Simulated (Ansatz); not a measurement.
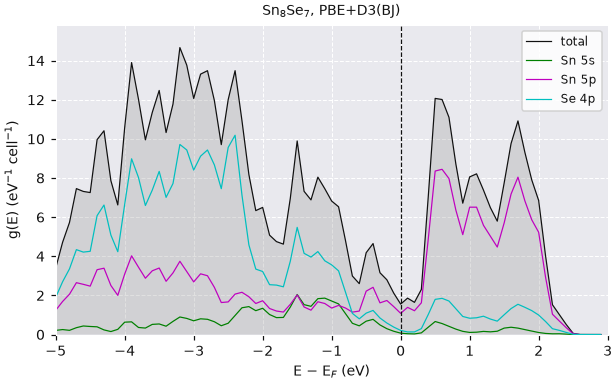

Density of states. Energies are counted from the Fermi level. The partial curves are projected on Löwdin-orthogonalised atomic shells.

The Ansatz input:

```
crystal:
  lattice:
    - [-5.889635, 5.92282, 0.013491]
    - [0.000504, 5.909619, -5.895768]
    - [-5.892797, -0.016523, -5.912243]
  atoms:
    - { symbol: Sn, position: [0.0004667564, 0.007638946, 0.5015209514] }
    - { symbol: Sn, position: [0.0011059324, 0.5067110807, 0.4986005529] }
    - { symbol: Sn, position: [0.0368185549, 0.9715623463, 0.9684268529] }
    - { symbol: Sn, position: [0.9949696929, 0.4994918922, 0.0063217765] }
    - { symbol: Sn, position: [0.4525357391, 0.9591258476, 0.5497844891] }
    - { symbol: Sn, position: [0.5107570236, 0.4963683839, 0.492591531] }
    - { symbol: Sn, position: [0.5027247611, 0.0064045433, 0.9996089143] }
    - { symbol: Sn, position: [0.4844870179, 0.5244240112, 0.9861428885] }
    - { symbol: Se, position: [0.2565559378, 0.2465939274, 0.743305639] }
    - { symbol: Se, position: [0.2496105458, 0.7578339847, 0.2482922565] }
    - { symbol: Se, position: [0.2532303921, 0.256127893, 0.2478671786] }
    - { symbol: Se, position: [0.7487976448, 0.7592346434, 0.7446303744] }
    - { symbol: Se, position: [0.7505735251, 0.2566844183, 0.7501399398] }
    - { symbol: Se, position: [0.7548207307, 0.7535308628, 0.2451183715] }
    - { symbol: Se, position: [0.7551364438, 0.2560450263, 0.2478741546] }
basis:
  ecutwfc: 420
kpoints:
  mp_grid: { grid: [5, 5, 5] }
hamiltonian:
  xc: pbe
  dispersion: d3bj
scf:
  occupations: { method: gaussian, width: 0.1 }
  n_extra_bands: 8
output:
  forces: true
  stress: true
  eigenvalues: true
  populations: true
  dos:
    method: { smearing: { sigma: 0.1, scheme: gaussian } }
    projected: true
    de: 0.02
  write_density: true
  write_potential: true
  elf: true
  volumetric_format: npy
```

Command:
```bash
ansatz run input.yaml --threads 4 --pin off --max-ram 9216MiB --backend cpu --events-out ev --progress --plain --runs-dir out
```

Question: What is the density of states at the Fermi level?

Answer: It is a metal. The density of states at the Fermi level is about 2 per eV and cell (mean within 0.25 eV), or 0.13 per atom.

Question: Which states dominate at the Fermi level?

Answer: By projected weight, the states within 0.3 eV of the Fermi level are Sn 5p (65 %) and Se 4p (20 %).
